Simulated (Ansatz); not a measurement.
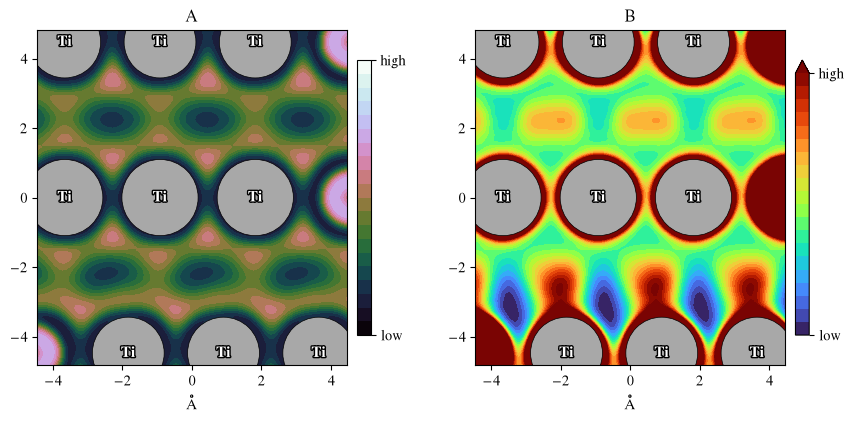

Ti: 2 fields on the (010) plane of the conventional cell, with unlabelled colour scales. Grey discs cover the atomic cores.

Space group P-1; a point of a scan over the structure, not its minimum; not relaxed (largest force 0.3 eV/Å); computed without spin polarisation; PAW files of the earlier set (soft_1).

All numbers below come from DFT LDA, scalar-relativistic, plane waves, PAW in Ansatz.

Question: Match the panels to the quantities (electron localisation function and valence pseudo-density).

Answer: Panel A: electron localisation function. Panel B: valence pseudo-density. From the grid: Ti–Ti (2.74 Å): ρ is about 0.21 e/Å³ halfway; the ELF is about 0.15 at the midpoint; no shared electron pair shows on this line.
